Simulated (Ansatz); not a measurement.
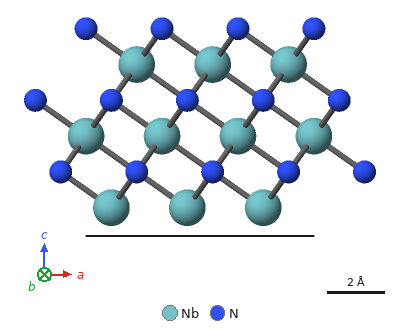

A slab of composition NbN (cut from the Fm-3m phase), before the constrained relaxation. A ball-and-stick model of the 3 × 2 repeat of the cell, outlined in the plane, without the vacuum, seen along the b axis.

Case: clean slab, lower half held. The slab is the (1 1 1) face of NbN. 3 atoms are held fixed.

Level of theory: DFT PBEsol, scalar-relativistic, plane waves, PAW (Ansatz 0.2.0).

Input
```yaml
crystal:
  lattice:
    - [3.0974787981, 0.0, 0.0]
    - [-1.5487393991, 2.6824953268, 0.0]
    - [0.0, 0.0, 23.3227021204]
  atoms:
    - { symbol: Nb, position: [0.3333333333, 0.6666666667, 0.364451767] }
    - { symbol: "N", position: [0.6666666667, 0.3333333333, 0.4186710602] }
    - { symbol: Nb, position: [0.0, 0.0, 0.4728903534] }
    - { symbol: "N", position: [0.3333333333, 0.6666666667, 0.5271096466] }
    - { symbol: Nb, position: [0.6666666667, 0.3333333333, 0.5813289398] }
    - { symbol: "N", position: [0.0, 0.0, 0.635548233] }
basis:
  ecutwfc: 420
kpoints:
  mp_grid: { grid: [9, 9, 1] }
hamiltonian:
  xc: pbesol
scf:
  occupations: { method: gaussian, width: 0.1 }
output:
  forces: true
  eigenvalues: true
relax:
  adjacent_minimum: "off"
  f_tol: 0.03
  max_steps: 70
  constraints: [{ sites: [0, 1, 2] }]
efield:
  axis: 3
  dipole_correction: true
```

What does the optimiser find from here?

Answer. The energy falls by 0.910 eV per cell of the calculation in 4 geometry steps. Largest force component: 5 eV/Å at the start, 0.013 eV/Å at the end. N6 moves most: 0.25 Å along the normal (−c). Largest moves by element: N 0.25 Å, Nb 0.11 Å. The cell stays as it was. Among the contacts that change: Nb5–N6 2.190 → 2.001 Å, Nb3–Nb5 3.097 → 3.190 Å, N4–Nb5 2.190 → 2.268 Å, Nb3–N4 2.190 → 2.180 Å. Bond angles that change, for instance: Nb5–N6–Nb5 90.0° → 101.4°, N6–Nb5–N6 90.0° → 101.4°, N4–Nb5–N6 180.0° → 168.7°. The run took about 40 core-seconds on a shared host.

The end point in the same view:

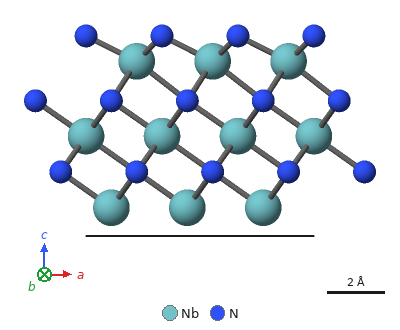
